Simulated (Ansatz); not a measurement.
# How many bands does the GW gap of SnSe2 (layers cut from the bulk crystal) need?

How do accuracy and time trade against each other in G0W0 on SnSe2 (layers cut from the bulk crystal)?

Method: G0W0 on PBE, plane waves, PAW; PAW set soft_1, in Ansatz 0.2.0.

### Step 1. The starting structure

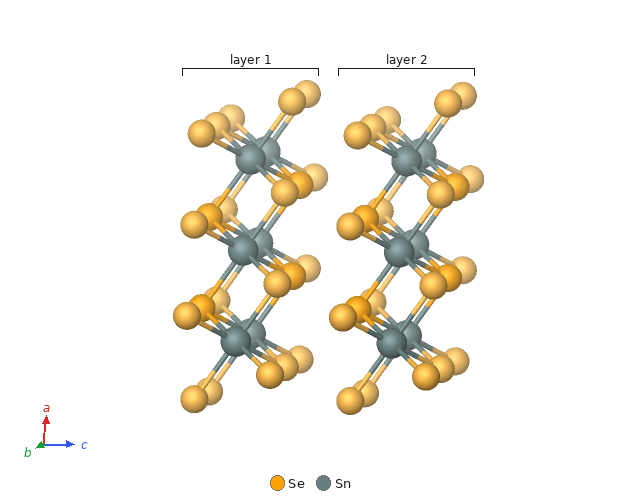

The cell as given, from the side, with the c axis across the page (selenium orange, tin teal). 2×1×1 cells are drawn. Some periodic images of atoms are drawn too.

The cell holds 6 atoms: 4 Se and 2 Sn. Its edges and angles: a = 3.837 Å, b = 3.837 Å, c = 41.600 Å, α = 90.0°, β = 90.0°, γ = 120.0°. It derives from SnSe2. Regions: layer 1, 3 atoms (2 Se and 1 Sn); layer 2, 3 atoms (2 Se and 1 Sn). Vacuum lies along c.

Coordinates:

```cif
data_structure
_symmetry_space_group_name_H-M 'P 1'
_symmetry_Int_Tables_number 1
_cell_length_a 3.8366
_cell_length_b 3.8366
_cell_length_c 41.6000
_cell_angle_alpha 90.000
_cell_angle_beta 90.000
_cell_angle_gamma 120.000
_cell_volume 530.29
loop_
_atom_site_label
_atom_site_type_symbol
_atom_site_fract_x
_atom_site_fract_y
_atom_site_fract_z
_atom_site_occupancy
Se1 Se 0.33333 0.66667 0.38972 1
Sn2 Sn 0.00000 0.00000 0.42803 1
Se3 Se 0.66667 0.33333 0.46637 1
Se4 Se 0.33333 0.66667 0.53363 1
Sn5 Sn 0.00000 0.00000 0.57197 1
Se6 Se 0.66667 0.33333 0.61028 1
```

The structure was relaxed with PBE-D3(BJ). The runs that relaxed it are not among those shown. The Coulomb interaction is cut off across the vacuum.

### Step 2. 260 empty bands, screening to 36 eV

G0W0 replaces the xc potential by the self-energy, built once from these orbitals. Only a window of levels is corrected, while the sums run over the empty bands that the input names. This step takes PAW set soft_1 files.

File input.yaml:

```yaml
crystal:
  lattice:
    - [3.8365779286, 0.0, 0.0]
    - [-1.9182889643, 3.3225739498, 0.0]
    - [0.0, 0.0, 41.6]
  atoms:
    - { symbol: Se, position: [0.3333333333, 0.6666666667, 0.3897155451] }
    - { symbol: Sn, position: [0.0, 0.0, 0.4280343979] }
    - { symbol: Se, position: [0.6666666667, 0.3333333333, 0.4663695837] }
    - { symbol: Se, position: [0.3333333333, 0.6666666667, 0.5336304163] }
    - { symbol: Sn, position: [0.0, 0.0, 0.5719656021] }
    - { symbol: Se, position: [0.6666666667, 0.3333333333, 0.6102844549] }
  periodic: [true, true, false]
kpoints:
  mp_grid: { grid: [6, 6, 1] }
hamiltonian:
  xc: pbe
  pseudopotentials: { kind: paw, azcp: { folder: soft_1 } }
scf:
  occupations: { method: fixed }
gw:
  n_empty_bands: 260
  ecut_chi: 36
  qp_bands: [v2, c2]
  qp_kpoints: band_edges
  screening: { model: contour_deformation }
```

On the command line:

```
$ ansatz run input.yaml --threads 2 --pin off --max-ram 92160MiB --backend cuda --events-out ev --progress --plain --runs-dir out --devices 1 --max-vram 13GiB
```

Numbers of over 12 decimals in the logs are rounded to 6 here.

The log of the run:

```text
GPUs: using 1 of 1 available (devices: 1).
Engine: ansatz 0.2.0, x86_64-unknown-linux-gnu
Pseudopotentials: kind: paw
Pseudopotential: Se, paw, valence charge 16, recommended cutoff 420 eV (normal), soft_1/Se.paw.azcp
Pseudopotential: Sn, paw, valence charge 14, recommended cutoff 420 eV (normal), soft_1/Sn.paw.azcp
Functional definition: PBE
  parameter kappa = 0.804
  parameter beta = 0.066725
  exchange = pbe_x(kappa = kappa, mu = beta*pi^2/3)
  correlation = pbe_c(beta = beta)
device memory: the entry about to start is reckoned to put 3.4 GiB on a device that reports 62.5 GiB free (of which the cap on the GPU budget leaves the run 13.0 GiB)
GPU FFT provider: cuFFT
GPU libraries: cuBLAS 13.8.2, cuFFT 12.4.0, cuSOLVER 12.3.4
Crystal: 6 atoms, lattice volume = 530.288 Å³
Basis set: ecut = 420 eV, 10375 PW (Γ)
Bands: 56, of which v1, the nominal top of the filled ones, is band 46 counted from 1 (45 counted from 0)
Symmetry: 12 space group operations
Space group: P-3m1 (ITA 164), of the structure as read, at distance tolerance 8.1e-5 Å
k-points: 7 of 36
Non-local potential: Se, projectors of the file, l = 0: 2, l = 1: 2, l = 2: 3, l = 3: 1
Non-local potential: Sn, projectors of the file, l = 0: 2, l = 1: 2, l = 2: 2, l = 3: 1
PAW form: soft (Blöchl's): semilocal exchange-correlation on the pseudo side does not see the compensation charge
PAW one-centre angular grid: Se, 590 points (default); XC on 64 Gauss nodes
PAW one-centre angular grid: Sn, 590 points (default); XC on 64 Gauss nodes
Initial density: superposition of atomic densities (neutral atoms: chi_scale 0, normalization atom)
Initial wavefunctions: pseudopotential atomic-orbital guess
GPU buffer pool allocated for 209952 grid points (all kernels)
GPU transforms: local potential and band sums: pruned to the plane-wave sphere, on 25×25×288
Functional: x = pbe(κ = 0.804, μ = 0.219515), c = pbe(β = 0.066725)
iter 1 solved again at ethr=2.20e-3 eV; its pass at ethr=3.10e-3 eV (dr2=2.02e0 eV) is discarded
SCF iter   1: F=—  HF=-33927.416222 eV  |F-HF|=—  |Δ(HF+E_count)|=         —  Δρ=1.60e-2  dr2=2.03e0  ethr=2.20e-3  ⟨swp⟩=1.9  Hψ=1876  notcnv=0  defer=54
preconditioner: auto → Resta (q_TF=auto, 2.038 Å⁻¹)  ε∞=1.5  [insulator: Δε(μ)=0.970 eV  Ē_g=15.843 eV  n_scr=92 (ndim 8)  ℏωp=11.6 eV  f_vac=0.695  ε∞_Penn≈1.5  vacuum switching on, ρ_ref=1.8e-2 e/Å³]
SCF iter   2: F=—  HF=-33926.915601 eV  |F-HF|=—  |Δ(HF+E_count)|=   5.01e-1  Δρ=7.06e-3  dr2=2.78e-1  ethr=2.20e-3  ⟨swp⟩=4.0  Hψ=671  notcnv=0  defer=56
SCF iter   3: F=—  HF=-33926.885362 eV  |F-HF|=—  |Δ(HF+E_count)|=   3.02e-2  Δρ=3.62e-3  dr2=6.72e-2  ethr=3.02e-4  ⟨swp⟩=3.3  Hψ=615  notcnv=0  defer=56
SCF iter   4: F=—  HF=-33926.891778 eV  |F-HF|=—  |Δ(HF+E_count)|=   6.42e-3  Δρ=1.43e-3  dr2=8.99e-2  ethr=7.30e-5  ⟨swp⟩=3.6  Hψ=592  notcnv=0  defer=56
SCF iter   5: F=—  HF=-33926.885892 eV  |F-HF|=—  |Δ(HF+E_count)|=   5.89e-3  Δρ=8.73e-4  dr2=2.72e-2  ethr=7.30e-5  ⟨swp⟩=3.1  Hψ=466  notcnv=0  defer=56
SCF iter   6: F=—  HF=-33926.883809 eV  |F-HF|=—  |Δ(HF+E_count)|=   2.08e-3  Δρ=3.26e-4  dr2=2.42e-3  ethr=2.96e-5  ⟨swp⟩=2.4  Hψ=484  notcnv=0  defer=56
SCF iter   7: F=—  HF=-33926.883689 eV  |F-HF|=—  |Δ(HF+E_count)|=   1.21e-4  Δρ=6.85e-5  dr2=6.62e-5  ethr=2.63e-6  ⟨swp⟩=2.4  Hψ=517  notcnv=0  defer=56
SCF iter   8: F=—  HF=-33926.883707 eV  |F-HF|=—  |Δ(HF+E_count)|=   1.81e-5  Δρ=2.29e-5  dr2=1.97e-6  ethr=7.19e-8  ⟨swp⟩=3.1  Hψ=666  notcnv=0  defer=56
SCF iter   9: F=—  HF=-33926.883709 eV  |F-HF|=—  |Δ(HF+E_count)|=   2.20e-6  Δρ=1.76e-5  dr2=2.59e-6  ethr=2.14e-9  ⟨swp⟩=3.4  Hψ=778  notcnv=0  defer=56
SCF iter  10: F=—  HF=-33926.883708 eV  |F-HF|=—  |Δ(HF+E_count)|=   9.23e-7  Δρ=5.36e-6  dr2=1.84e-7  ethr=2.14e-9  ⟨swp⟩=2.1  Hψ=623  notcnv=0  defer=56
SCF iter  11: F=-33926.883708 eV  HF=-33926.883708 eV  |F-HF|=3.81e-9  |Δ(HF+E_count)|=   7.19e-8  Δρ=6.37e-7  dr2=4.00e-9  ethr=1.09e-10  ⟨swp⟩=22.0  Hψ=2308  notcnv=0
SCF 1 converged in 11 iterations: F = -33926.883708 eV  dr2 = 4.00e-9
  greatest PAW one-centre occupation: 1.000 electrons in one spin orbital (limit 2), on the Se atom at site 3 (counted from 0), in its partial waves of l = 2
device memory: the entry about to start is reckoned to put 4.0 GiB (of the 4.1 GiB reckoned in all, the device holds 0.1 GiB already) on a device that reports 61.8 GiB free (of which the cap on the GPU budget leaves the run 12.9 GiB)
NSCF: frozen V_eff on 7 k-points
the band table was solved once the SCF had ended and its energy, with any forces and stress, was formed, with the checks that follow a solve (2011 applications of the Hamiltonian). They found nothing against the state; the energy, forces and stress were not computed again (output.eigenvalues in the input reference)
device memory: the entry about to start is reckoned to put 3.8 GiB on a device that reports 59.3 GiB free (of which the cap on the GPU budget leaves the run 13.0 GiB)
NSCF: frozen V_eff on 7 k-points
G₀W₀ screening: q 1/7
[... further progress lines ...]
SCF converged after 11 iterations
Free energy (F): -33926.883708 eV
Harris-Foulkes:  -33926.883708 eV  (|F-HF|=3.81e-9)
Internal energy: -33926.883708 eV  (E = F + TS)
E sigma→0 (E₀):  -33926.883708 eV
Fermi energy:    -5.937820 eV
--- Per-component energies (eV) ---
  E_band       = -3000.665432
  E_kinetic    = 779.004418
  E_local      = -408863.932955  (includes V_loc(G=0)·N_el)
  E_nonlocal   = -1127.218397
  E_hartree    = 204068.892954
  E_xc         = -590.564803
  E_vxc        = -520.211314  (∫ρ·V_xc dr)
  E_paw        = -17263.452308  (= ΣΔE_a)
  E_vpaw       = -1406.107868  (= ΣTr[D̂ρ^β])
  E_aug_tail   = -0.000924  (compensation charges beyond the density's cutoff)
  E_ewald      = 189070.388306
  E_smearing   = -0.000000  (= −TS)
  E_closure    = -0.000000  (closes the sum)
  Σ components = -33926.883708   (vs F -33926.883708, Δ=0.00e0)
--- Band table (eV; the first three rows and the last of 7) ---
  k-point 0: bands = [... 42 lower, -6.1573, -6.1573, -6.0380, -6.0380, -4.6757, -3.7913, -2.9133, -2.8037, ... 6 higher]
  k-point 1: bands = [... 42 lower, -7.0802, -6.2156, -6.1360, -5.9378, -3.9307, -3.6328, -2.2105, -1.8436, ... 6 higher]
  k-point 2: bands = [... 42 lower, -6.9737, -6.4567, -6.3870, -6.1010, -4.8489, -4.4755, -1.9230, -1.6758, ... 6 higher]
  k-point 6: bands = [... 42 lower, -7.2643, -7.2643, -6.4773, -6.4773, -4.5955, -3.8556, -1.1438, -1.1438, ... 6 higher]
  ° read free of the cell's end (the report's vacuum.weakly_bound_levels)
--- G₀W₀: contour deformation, 7 samples at zero and on the imaginary axis and 2 off it, 36 q-points, 260 empty bands' worth ---
  eigenvalues of the whole cell's RPA ε∞ on this k-mesh (on a slab, of 1 + 4πα/V) = 1.2545, 4.7256, 4.7256; static W/v taken at q = 0 is 0.380241
  bands read: the sum over 306 bands ends inside a degenerate multiplet in 1 slot, whose members it reads at an even weight; the widest, k=0: bands 306 to 307 (counted from 1) at 1/2 each
  gw.qp_kpoints: band_edges: 7 of 7 stored k-points solved, in 1 pass; an edge of the gap read off the rows below is read off those points alone
    ik  band        ε_KS         Σx   Σc(E_QP)       V_xc       Z   E_QP_lin       E_QP  E_QP is
     0    45     -6.0380   -17.4942     1.9409   -15.5423  0.7203    -6.0490    -6.0490  root
     0    46     -6.0380   -17.4942     1.9409   -15.5423  0.7203    -6.0490    -6.0490  root
     0    47     -4.6757   -11.6907    -2.4231   -14.8114  0.7568    -3.9620    -3.9780  root
     0    48     -3.7913   -11.7799    -2.7172   -15.2795  0.7415    -2.9826    -3.0088  root
     1    45     -6.1360   -17.4007     2.0411   -15.3274  0.7158    -6.1683    -6.1682  root
     1    46     -5.9378   -17.5111     1.9480   -15.5575  0.7220    -5.9434    -5.9434  root
     1    47     -3.9307   -11.7361    -2.7278   -15.2444  0.7321    -3.1283    -3.1502  root
     1    48     -3.6328   -12.0133    -2.8590   -15.6912  0.7260    -2.7852    -2.8140  root
     2    45     -6.3870   -17.2661     2.1440   -15.0508  0.7083    -6.4586    -6.4584  root
     2    46     -6.1010   -17.4334     2.0141   -15.3845  0.7180    -6.1357    -6.1356  root
     2    47     -4.8489   -11.2025    -2.4625   -14.3244  0.7429    -4.1663    -4.1896  root
     2    48     -4.4755   -10.8105    -2.7489   -14.2512  0.7398    -3.7621    -3.7837  root
     3    45     -6.5225   -17.2275     2.2006   -14.9404  0.7023    -6.6094    -6.6090  root
     3    46     -6.2093   -17.4022     2.0528   -15.2999  0.7151    -6.2588    -6.2587  root
     3    47     -5.2752   -10.9389    -2.3879   -13.9472  0.7452    -4.6386    -4.6548  root
     3    48     -4.9304   -11.3011    -2.3739   -14.3049  0.7433    -4.2827    -4.3005  root
     4    45     -6.5690   -16.9320     2.2827   -14.5316  0.7061    -6.6874    -6.6867  root
     4    46     -6.0564   -17.3006     2.0544   -15.2035  0.7195    -6.0991    -6.0991  root
     4    47     -3.8804   -11.7235    -2.8540   -15.3683  0.7229    -3.0586    -3.0896  root
     4    48     -3.8491   -12.0620    -2.7674   -15.6326  0.7213    -3.0220    -3.0459  root
     5    45     -6.5468   -16.7912     2.1056   -14.6019  0.7065    -6.6310    -6.6306  root
     5    46     -6.3829   -17.1729     2.2248   -14.8516  0.7104    -6.4797    -6.4793  root
     5    47     -4.4300   -11.5583    -2.5526   -14.8282  0.7344    -3.6898    -3.7126  root
     5    48     -4.2251   -11.5824    -2.6984   -15.0300  0.7278    -3.4542    -3.4759  root
     6    45     -6.4773   -17.0485     2.2050   -14.7487  0.7070    -6.5726    -6.5720  root
     6    46     -6.4773   -17.0485     2.2050   -14.7487  0.7070    -6.5726    -6.5720  root
     6    47     -4.5955   -10.8646    -2.6150   -14.1609  0.7386    -3.8947    -3.9142  root
     6    48     -3.8556   -11.4770    -3.0036   -15.2629  0.7153    -3.0350    -3.0732  root
```

Run time: 28 s. Hardware: 1 × NVIDIA H100 80GB HBM3 (shared by 6 runs) with 2 threads of AMD EPYC 7R13 (Zen 3), shared host; peak memory 1.7 GiB.

The column dr2 measures how far the density is from self-consistency, as an energy; F and HF (Harris–Foulkes) agree once it is small.

Numbers from this step:

```
bands summed                                 : 306
plane waves in the screening matrix          : 239
q-points in the mesh                         : 36
G0W0 gap on the mesh                         : 1.289 eV
k of the valence top                         : 0, 0.1667, 0
k of the conduction bottom                   : 0, -0.5, 0
starting gap on the mesh                     : 0.6626 eV
Z at the valence top                         : 0.7220
Z at the conduction bottom                   : 0.7452
least direct G0W0 gap on the computed points : 1.604 eV
```

The gap on the mesh goes from 0.66 eV to 1.29 eV, a correction of +0.63 eV. Between the two edge states, bare exchange in place of the xc potential would open the gap by 4.96 eV, and correlation takes back 4.34 eV.

### Step 3. 631 empty bands, screening to 65 eV

Another rung: the empty bands reach about as high as the screening cutoff, so the two stay in balance.

Changes to input.yaml since step 2:

```diff
@@ -20,5 +20,6 @@
   occupations: { method: fixed }
+  convergence: { dr2_threshold: 1.0e-10 }
 gw:
-  n_empty_bands: 260
-  ecut_chi: 36
+  n_empty_bands: 631
+  ecut_chi: 65.0
   qp_bands: [v2, c2]
```

The log of the run:

```text
GPUs: using 1 of 1 available (devices: 1).
[...]
GPU FFT provider: cuFFT
GPU libraries: cuBLAS 13.8.2, cuFFT 12.4.0, cuSOLVER 12.3.4
Crystal: 6 atoms, lattice volume = 530.288 Å³
Basis set: ecut = 420 eV, 10375 PW (Γ)
Bands: 56, of which v1, the nominal top of the filled ones, is band 46 counted from 1 (45 counted from 0)
[... 1 set-up line as in the run before ...]
[...]
k-points: 7 of 36
[...]
GPU buffer pool allocated for 209952 grid points (all kernels)
[...]
SCF iter  14: F=-33926.883708 eV  HF=-33926.883708 eV  |F-HF|=1.67e-10  |Δ(HF+E_count)|=  7.28e-11  Δρ=3.51e-8  dr2=4.53e-11  ethr=1.00e-12  ⟨swp⟩=21.7  Hψ=2207  notcnv=0
SCF 1 converged in 14 iterations: F = -33926.883708 eV  dr2 = 4.53e-11
[...]
NSCF: frozen V_eff on 7 k-points
[...]
G₀W₀ screening: q 1/7
[... further progress lines ...]
SCF converged after 14 iterations
Free energy (F): -33926.883708 eV
[...]
Internal energy: -33926.883708 eV  (E = F + TS)
E sigma→0 (E₀):  -33926.883708 eV
Fermi energy:    -5.937835 eV
[...]
--- Band table (eV; the first three rows and the last of 7) ---
  k-point 0: bands = [... 42 lower, -6.1573, -6.1573, -6.0380, -6.0380, -4.6757, -3.7913, -2.9133, -2.8037, ... 6 higher]
  k-point 1: bands = [... 42 lower, -7.0803, -6.2156, -6.1361, -5.9378, -3.9307, -3.6328, -2.2105, -1.8437, ... 6 higher]
  k-point 2: bands = [... 42 lower, -6.9737, -6.4567, -6.3870, -6.1010, -4.8489, -4.4756, -1.9231, -1.6758, ... 6 higher]
  k-point 6: bands = [... 42 lower, -7.2643, -7.2643, -6.4773, -6.4773, -4.5956, -3.8556, -1.1439, -1.1439, ... 6 higher]
  ° read free of the cell's end (the report's vacuum.weakly_bound_levels)
[...]
0    45     -6.0380   -17.4942     1.6692   -15.5423  0.7132    -6.3239    -6.3207  root
     0    46     -6.0380   -17.4942     1.6692   -15.5423  0.7132    -6.3239    -6.3207  root
     0    47     -4.6757   -11.6907    -2.6853   -14.8114  0.7522    -4.2348    -4.2404  root
     0    48     -3.7913   -11.7799    -3.0010   -15.2795  0.7378    -3.2822    -3.2928  root
     1    45     -6.1361   -17.4007     1.7742   -15.3274  0.7089    -6.4390    -6.4352  root
     1    46     -5.9378   -17.5111     1.6695   -15.5575  0.7150    -6.2251    -6.2220  root
     1    47     -3.9307   -11.7361    -3.0260   -15.2444  0.7270    -3.4400    -3.4485  root
     1    48     -3.6328   -12.0133    -3.1620   -15.6912  0.7203    -3.1065    -3.1169  root
[...]
6    45     -6.4773   -17.0485     1.9571   -14.7487  0.7008    -6.8258    -6.8200  root
     6    46     -6.4773   -17.0485     1.9571   -14.7487  0.7008    -6.8258    -6.8200  root
     6    47     -4.5956   -10.8646    -2.8819   -14.1609  0.7340    -4.1752    -4.1812  root
     6    48     -3.8556   -11.4770    -3.2876   -15.2629  0.7102    -3.3430    -3.3573  root
```

It took 48 s on 1 × NVIDIA H100 80GB HBM3 (shared by 6 runs) with 2 threads; peak memory 2.8 GiB.

Numbers from this step:

```yaml
bands_summed: 677
plane_waves_in_the_screening_matrix: 673
q_points_in_the_mesh: 36
g0w0_gap_on_the_mesh: 1.310 eV
k_of_the_valence_top: 0, 0.1667, 0
k_of_the_conduction_bottom: 0, -0.5, 0
starting_gap_on_the_mesh: 0.6626 eV
z_at_the_valence_top: 0.7150
z_at_the_conduction_bottom: 0.7407
least_direct_g0w0_gap_on_the_computed_points: 1.608 eV
```

Against the run with 6×6×1 mesh, 260 empty bands, screening to 36 eV, PAW set soft_1 files, the gap moves by +0.02 eV.

### Step 4. Convergence and cost

Times are wall times on 1 × NVIDIA H100 80GB HBM3 (shared by 6 runs) with 2 threads of AMD EPYC 7R13 (Zen 3), shared host, good to a factor of about two.

```csv
mesh,files,frequency,bands summed,cutoff (eV),start (eV),G0W0 (eV),time,host memory (GiB)
6×6×1,PAW set soft_1,contour deformation,306,36,0.663,1.289,28 s,1.7
6×6×1,PAW set soft_1,contour deformation,677,65,0.663,1.310,48 s,2.8
```

How the two edges are built up, in eV (the quasiparticle level is the starting level plus Σx plus Σc less Vxc):

```csv
run,edge,start,Σx,Σc,Vxc,Z,QP
306 bands,valence top,-5.94,-17.51,1.95,-15.56,0.72,-5.94
306 bands,conduction bottom,-5.28,-10.94,-2.39,-13.95,0.75,-4.65
677 bands,valence top,-5.94,-17.51,1.67,-15.56,0.71,-6.22
677 bands,conduction bottom,-5.28,-10.94,-2.65,-13.95,0.74,-4.91
```

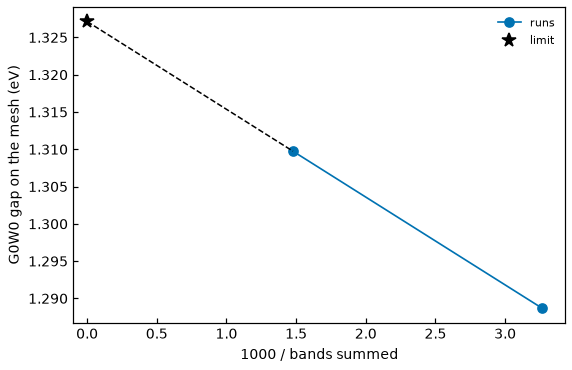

The gap against one over the number of bands; the dashed line carries the two highest rungs to the limit.

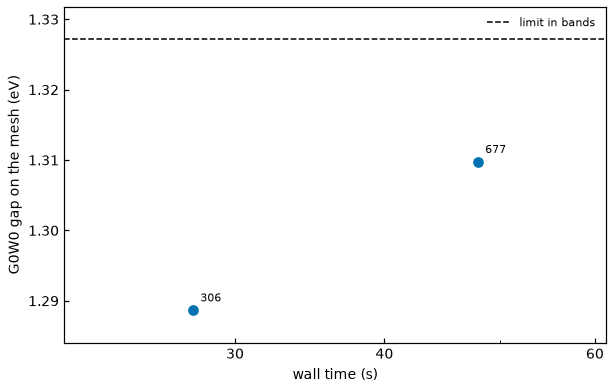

Result against wall time.

### Step 5. What came out

```json
{
 "306 bands, 36 eV": "1.289 eV",
 "677 bands, 65 eV": "1.310 eV",
 "estimated limit in bands and cutoff": "1.33 eV",
 "mesh and start": "6×6×1, PBE"
}
```

A line in one over the bands through the two rungs gives 1.33 eV, +0.02 eV from the top rung; with two points alone it is an unchecked estimate. The rungs stand 0.04 eV (306 bands) and 0.02 eV (677 bands) from it. From 306 to 677 bands the gap moves by +0.02 eV. Σc changes by −0.28 eV at the valence top and −0.26 eV at the conduction bottom, so the levels themselves move more than the gap between them. The mesh in the plane is coarse for a sheet; gap and any exciton binding can still move on denser ones. The many-body steps are scalar-relativistic: spin-orbit coupling is not in them.

[Paths, hosts, dates, memory and timing lines, banners, echoed tables and standing remarks are left out of the program output.]

[Logs are printed without paths, hosts, clocks, repeated set-up lines and the standing remarks that a program may print on its own settings, such as how far it seeks lower states.]

[Runs of the session that timed out or met a known fault of the program may be left out.]

[Cells called generated may have been cut or substituted from an entry of the Crystallography Open Database or the Materials Project.]

[Hosts, paths, dates, database ids (printed as entryN), source tags and the programs' standing remarks are cut or masked in the printed files.]
